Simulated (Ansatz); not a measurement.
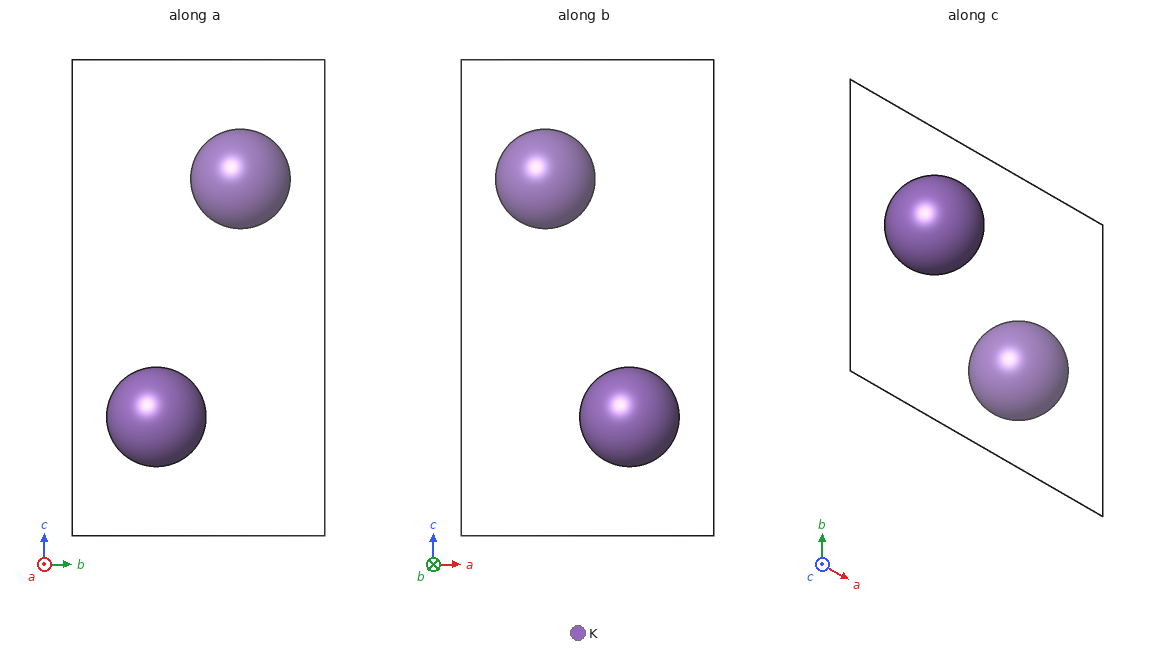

Shown here is a spheres-only view of the crystal, taken along the a axis, along the b axis and along the c axis. The parallelepiped is the conventional unit cell.

Lattice parameters: a = 4.7116 Å, b = 4.7116 Å, c = 7.6956 Å, α = 90.000°, β = 90.000°, γ = 120.000°.

> From the views, write a CIF with its space group and independent sites.

```cif
data_structure
_symmetry_space_group_name_H-M 'P 63/m m c'
_symmetry_Int_Tables_number 194
_cell_length_a 4.7116
_cell_length_b 4.7116
_cell_length_c 7.6956
_cell_angle_alpha 90.000
_cell_angle_beta 90.000
_cell_angle_gamma 120.000
_cell_volume 147.95
loop_
_atom_site_label
_atom_site_type_symbol
_atom_site_symmetry_multiplicity
_atom_site_Wyckoff_symbol
_atom_site_fract_x
_atom_site_fract_y
_atom_site_fract_z
_atom_site_occupancy
K1 K 2 d 0.3333 0.6667 0.7500 1
```

Its origin is a structure type filled with this element by a generator (whether the element takes this form wasn't checked). Earlier steps of the study may have refined or changed the cell and positions. It was run through Ansatz as a DFT input.
